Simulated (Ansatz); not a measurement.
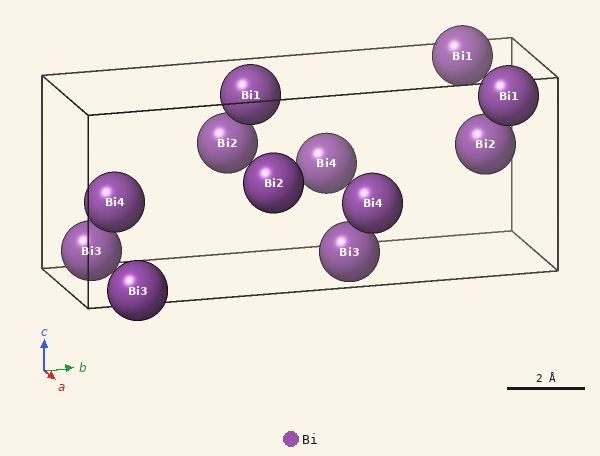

Fig. 1: The input geometry of run 1 (spheres-only view of the cell 2 times as large as that of the calculation, set on its symmetry axes, seen slightly off an axis; atoms are numbered from 1 in the order of the input).

**From Bi to P**

System: Bi (Cmce, 4 atoms in the cell).
Method of run 1: DFT PBEsol, scalar-relativistic, plane waves, PAW, no spin polarisation (Ansatz 0.2.0).
System of run 2: P (Cmce, 4 atoms in the cell).

On run 1: The structure was made by swapping elements on the sites of another compound; it need not be a known phase. On run 2: The structure derives from an entry of the Crystallography Open Database. Text and figures count atoms from 1; the logs count them from 0 in places.

Input, run 1:
```yaml
crystal:
  lattice:
    - [2.0594320526, -6.3884159773, 0.0]
    - [2.0594320526, 6.3884159773, 0.0]
    - [0.0, 0.0, 5.2111616294]
  atoms:
    - { symbol: Bi, position: [0.1052825071, 0.8947174929, 0.9271259358] }
    - { symbol: Bi, position: [0.6052825071, 0.3947174929, 0.5728740642] }
    - { symbol: Bi, position: [0.8947174929, 0.1052825071, 0.0728740642] }
    - { symbol: Bi, position: [0.3947174929, 0.6052825071, 0.4271259358] }
basis:
  ecutwfc: 420
kpoints:
  mp_grid: { grid: [6, 6, 4] }
hamiltonian:
  xc: pbesol
scf:
  occupations: { method: gaussian, width: 0.1 }
output:
  forces: true
  stress: true
  eigenvalues: true
relax:
  adjacent_minimum: "off"
  f_tol: 0.05
  max_steps: 60
  cell: { stress_tol: 0.5 }
```

Launched with:
```bash
ansatz run input.yaml --threads 1 --pin off --max-ram 2560MiB --backend cpu --events-out ev --progress --plain --runs-dir out
```

Hardware: 1 thread of Arm Neoverse V2, 240 GiB of memory available, shared host.

Output, shortened to warnings, some set-up lines, iterations and results (run 1):
```
Basis set: ecut = 420 eV, 2659 PW (Γ), exchange–correlation on 90×90×72 points (8 copies of the dense FFT grid, shifted against one another)
Symmetry: 8 space group operations
k-points: 39 of 144
Initial density: superposition of atomic densities (neutral atoms: chi_scale 0, normalization atom), corrected by the library's trained network
[...]
SCF iter   1: F=—  HF=-48966.300945 eV  |F-HF|=—  |Δ(HF+E_count)|=         —  Δρ=2.03e-3  dr2=7.74e-3  ethr=1.77e-3  ⟨swp⟩=6.9  Hψ=5796  notcnv=0
SCF iter   2: F=—  HF=-48966.301508 eV  |F-HF|=—  |Δ(HF+E_count)|=   5.63e-4  Δρ=8.93e-4  dr2=1.22e-3  ethr=1.29e-5  ⟨swp⟩=2.5  Hψ=2880  notcnv=0
SCF iter   3: F=—  HF=-48966.301549 eV  |F-HF|=—  |Δ(HF+E_count)|=   4.10e-5  Δρ=2.85e-4  dr2=1.30e-4  ethr=2.03e-6  ⟨swp⟩=3.0  Hψ=2520  notcnv=0
SCF iter   4: F=—  HF=-48966.301587 eV  |F-HF|=—  |Δ(HF+E_count)|=   3.76e-5  Δρ=7.58e-5  dr2=1.03e-5  ethr=2.17e-7  ⟨swp⟩=3.0  Hψ=2513  notcnv=0
SCF iter   5: F=—  HF=-48966.301710 eV  |F-HF|=—  |Δ(HF+E_count)|=   1.23e-4  Δρ=1.55e-5  dr2=2.95e-7  ethr=1.71e-8  ⟨swp⟩=2.0  Hψ=1577  notcnv=0
[... 47 lines ...]
SCF iter   3: F=—  HF=-48967.875621 eV  |F-HF|=—  |Δ(HF+E_count)|=   6.18e-4  Δρ=1.19e-5  dr2=3.93e-8  ethr=1.09e-8  ⟨swp⟩=2.0  Hψ=1627  notcnv=0
SCF iter   4: F=—  HF=-48967.875635 eV  |F-HF|=—  |Δ(HF+E_count)|=   1.35e-5  Δρ=1.87e-6  dr2=1.40e-8  ethr=6.67e-12  ⟨swp⟩=7.2  Hψ=6283  notcnv=0
SCF iter   5: F=-48967.875635 eV  HF=-48967.875635 eV  |F-HF|=9.60e-10  |Δ(HF+E_count)|=  9.90e-10  Δρ=6.63e-7  dr2=1.95e-9  ethr=6.67e-12  ⟨swp⟩=3.2  Hψ=4795  notcnv=0
SCF 7 converged in 5 iterations: F = -48967.875635 eV  dr2 = 1.95e-9
relax step   7: F+E_penalty+E_count = -48967.87563495 eV  Δ(F+E_penalty+E_count) = -1.298e-3 eV  max|allowed force component| = 1.040e-2 eV/Å  Δτ_max = 0.0000 Å  P = -0.245 …
basis re-selected at this cell: Δ(F+E_penalty+E_count) = -1.298e-3 eV, ΔP = +0.031 GPa vs the last step (what re-selecting the basis moved, of the pressure what is left beyond the Pulay correction that the steps carried, after the strain that the cell walked since its last selection, with what the …
SCF converged after 5 iterations
Free energy (F): -48967.875635 eV
Harris-Foulkes:  -48967.875635 eV  (|F-HF|=9.60e-10)
Internal energy: -48967.867256 eV  (E = F + TS)
E sigma→0 (E₀):  -48967.871445 eV
Entropy (-TS):   -0.008379 eV (-2.095 meV/atom)
Fermi energy:    10.114868 eV
--- Per-component energies (eV) ---
  E_band       = -397.653010
  E_kinetic    = 1211.155103
  E_local      = -5985.838609  (includes V_loc(G=0)·N_el)
  E_nonlocal   = 2246.234264
  E_hartree    = 1928.173711
  E_xc         = -600.688426
  E_vxc        = -576.168684  (∫ρ·V_xc dr)
  E_paw        = -42038.434790  (= ΣΔE_a)
  E_vpaw       = -1149.381731  (= ΣTr[D̂ρ^β])
  E_aug_tail   = -0.001872  (compensation charges beyond the density's cutoff)
  E_ewald      = -5728.825646
  E_core_change = 0.359009  (= ΣΔE_core)
  E_smearing   = -0.008379  (= −TS)
  E_closure    = 0.000000  (closes the sum)
  Σ components = -48967.875635   (vs F -48967.875635, Δ=0.00e0)
--- Forces (eV/Å), atoms counted from 1 ---
  atom   1  Bi     0.00000000    -0.00131639    -0.01040330
  atom   2  Bi     0.00000000    -0.00131639     0.01040330
  atom   3  Bi     0.00000000     0.00131639     0.01040330
  atom   4  Bi     0.00000000     0.00131639    -0.01040330
  max |Σ_I F_I| component: 1.73e-18 eV/Å
--- Stress (GPa, compression-positive) ---
       -0.360901       0.000000       0.000000
        0.000000       0.006754       0.000000
        0.000000       0.000000      -0.381608
  P = ⅓ Tr σ = -0.2453 GPa (-2.453 kbar)
--- Relaxed structure (6 steps of the walk, 6 accepted, 1 SCFs on fresh bases) ---
  F+E_penalty+E_count = -48967.87563495 eV   max|allowed force component| = 1.040e-2 eV/Å   (the final SCF, on the basis selected at the relaxed cell)
  cell:  # Å, volume = 133.3387 Å³
    - [2.296099172029096, -6.225080636057628, 2.697221739894363e-33]
[...]
```

For run 2 the input was changed thus:
```diff
-    - [2.0594320526, -6.3884159773, 0.0]
-    - [2.0594320526, 6.3884159773, 0.0]
-    - [0.0, 0.0, 5.2111616294]
+    - [1.655, -5.25, 0.0]
+    - [1.655, 5.25, 0.0]
+    - [0.0, 0.0, 4.38]
-    - { symbol: Bi, position: [0.1052825071, 0.8947174929, 0.9271259358] }
-    - { symbol: Bi, position: [0.6052825071, 0.3947174929, 0.5728740642] }
-    - { symbol: Bi, position: [0.8947174929, 0.1052825071, 0.0728740642] }
-    - { symbol: Bi, position: [0.3947174929, 0.6052825071, 0.4271259358] }
+    - { symbol: P, position: [0.098, 0.902, 0.91] }
+    - { symbol: P, position: [0.598, 0.402, 0.59] }
+    - { symbol: P, position: [0.902, 0.098, 0.09] }
+    - { symbol: P, position: [0.402, 0.598, 0.41] }
-  max_steps: 60
+  max_steps: 80
```

How does run 2 compare with run 1?

The total energies belong to different systems, so their difference says nothing on which is more stable or more accurate. The pressure goes from −0.25 to −0.05 GPa. The volume per atom goes from 33.33 to 17.60 Å³. The SCF takes 42 iterations over all geometry steps against 43. On the same kind of shared host run 2 took about 0.27 times as long.

Output, shortened to warnings, some set-up lines, iterations and results (run 2):
```
Basis set: ecut = 420 eV, 1495 PW (Γ), exchange–correlation on 80×80×60 points (8 copies of the dense FFT grid, shifted against one another)
Symmetry: 8 space group operations
k-points: 39 of 144
Initial density: superposition of atomic densities (neutral atoms: chi_scale 0, normalization atom), corrected by the library's trained network
[...]
SCF iter   1: F=—  HF=-2960.001716 eV  |F-HF|=—  |Δ(HF+E_count)|=         —  Δρ=3.80e-3  dr2=1.15e-2  ethr=1.77e-3  ⟨swp⟩=7.2  Hψ=4013  notcnv=0
SCF iter   2: F=—  HF=-2959.998837 eV  |F-HF|=—  |Δ(HF+E_count)|=   2.88e-3  Δρ=1.60e-3  dr2=1.72e-3  ethr=5.73e-5  ⟨swp⟩=2.7  Hψ=1343  notcnv=0
SCF iter   3: F=—  HF=-2959.998818 eV  |F-HF|=—  |Δ(HF+E_count)|=   1.81e-5  Δρ=3.89e-4  dr2=1.44e-4  ethr=8.62e-6  ⟨swp⟩=2.8  Hψ=946  notcnv=0
SCF iter   4: F=—  HF=-2959.998803 eV  |F-HF|=—  |Δ(HF+E_count)|=   1.55e-5  Δρ=1.19e-4  dr2=1.44e-5  ethr=7.21e-7  ⟨swp⟩=2.4  Hψ=959  notcnv=0
SCF iter   5: F=—  HF=-2959.998805 eV  |F-HF|=—  |Δ(HF+E_count)|=   2.40e-6  Δρ=5.47e-5  dr2=3.44e-6  ethr=7.22e-8  ⟨swp⟩=2.8  Hψ=1043  notcnv=0
[... 46 lines ...]
SCF iter   4: F=-2960.145933 eV  HF=-2960.145933 eV  |F-HF|=7.91e-11  |Δ(HF+E_count)|=  3.38e-10  Δρ=3.32e-7  dr2=1.24e-10  ethr=6.61e-12  ⟨swp⟩=2.5  Hψ=929  notcnv=0
SCF iter   5: F=-2960.145933 eV  HF=-2960.145933 eV  |F-HF|=5.91e-12  |Δ(HF+E_count)|=  2.18e-11  Δρ=1.72e-7  dr2=6.54e-12  ethr=1.00e-12  ⟨swp⟩=2.4  Hψ=843  notcnv=0
SCF iter   6: F=-2960.145933 eV  HF=-2960.145933 eV  |F-HF|=2.27e-12  |Δ(HF+E_count)|=  4.55e-12  Δρ=1.56e-8  dr2=1.96e-13  ethr=1.00e-12  ⟨swp⟩=3.5  Hψ=2133  notcnv=0
SCF 7 converged in 6 iterations: F = -2960.145933 eV  dr2 = 1.96e-13
relax step   7: F+E_penalty+E_count = -2960.14593338 eV  Δ(F+E_penalty+E_count) = +5.805e-4 eV  max|allowed force component| = 9.134e-3 eV/Å  Δτ_max = 0.0000 Å  P = -0.047 …
basis re-selected at this cell: Δ(F+E_penalty+E_count) = +5.805e-4 eV, ΔP = -0.015 GPa vs the last step (what re-selecting the basis moved, of the pressure what is left beyond the Pulay correction that the steps carried, after the strain that the cell walked since its last selection, with what the …
SCF converged after 6 iterations
Free energy (F): -2960.145933 eV
Harris-Foulkes:  -2960.145933 eV  (|F-HF|=2.27e-12)
Internal energy: -2960.144113 eV  (E = F + TS)
E sigma→0 (E₀):  -2960.145023 eV
Entropy (-TS):   -0.001821 eV (-0.455 meV/atom)
Fermi energy:    8.442725 eV
--- Per-component energies (eV) ---
  E_band       = 34.512027
  E_kinetic    = 280.752734
  E_local      = -221.136550  (includes V_loc(G=0)·N_el)
  E_nonlocal   = 136.217207
  E_hartree    = 56.023546
  E_xc         = -244.002231
  E_vxc        = -242.829195  (∫ρ·V_xc dr)
  E_paw        = -2216.409425  (= ΣΔE_a)
  E_vpaw       = -30.539270  (= ΣTr[D̂ρ^β])
  E_aug_tail   = 0.000012  (compensation charges beyond the density's cutoff)
  E_ewald      = -751.773790
  E_core_change = 0.184384  (= ΣΔE_core)
  E_smearing   = -0.001821  (= −TS)
  E_closure    = 0.000000  (closes the sum)
  Σ components = -2960.145933   (vs F -2960.145933, Δ=0.00e0)
--- Forces (eV/Å), atoms counted from 1 ---
  atom   1  P      0.00000000     0.00291626     0.00913443
  atom   2  P      0.00000000     0.00291626    -0.00913443
  atom   3  P      0.00000000    -0.00291626    -0.00913443
  atom   4  P      0.00000000    -0.00291626     0.00913443
  max |Σ_I F_I| component: 3.47e-18 eV/Å
--- Stress (GPa, compression-positive) ---
        0.001914       0.000000       0.000000
        0.000000      -0.128479       0.000000
        0.000000       0.000000      -0.013341
  P = ⅓ Tr σ = -0.0466 GPa (-0.466 kbar)
--- Relaxed structure (6 steps of the walk, 6 accepted, 1 SCFs on fresh bases) ---
  F+E_penalty+E_count = -2960.14593338 eV   max|allowed force component| = 9.134e-3 eV/Å   (the final SCF, on the basis selected at the relaxed cell)
  cell:  # Å, volume = 70.4147 Å³
    - [1.6766814984648744, -5.102790211158795, 0.0]
    - [1.6766814984648744, 5.102790211158795, 0.0]
[...]
```

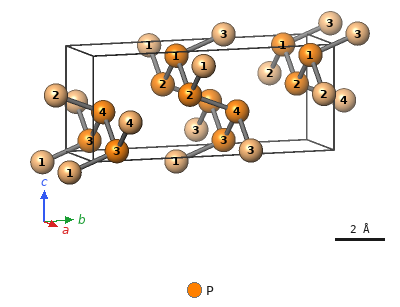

Fig. 2: The input structure of run 2 (ball-and-stick view of the cell 2 times as large as that of the calculation, set on its symmetry axes, seen slightly off an axis; neighbours outside the cell are drawn fainter; atoms are numbered from 1 in the order of the input).

The two runs side by side:

| quantity | run 1 | run 2 |
| --- | --- | --- |
| outcome | converged | converged |
| free energy per atom (eV) | −12241.9689 | −740.0365 |
| energy per atom, smearing taken to zero (eV) | −12241.9679 | −740.0363 |
| gap on the mesh (eV) | 0.00 | 0.00 |
| pressure (GPa) | −0.25 | −0.05 |
| volume per atom (Å³) | 33.33 | 17.60 |
| largest force (eV/Å) | 0.010 | 0.010 |
| SCF iterations | 43 | 42 |
| irreducible k-points | 39 | 39 |
| wall time (shared host) | 78 s | 21 s |

For run 1: Spin–orbit coupling is left out, which matters for Bi.
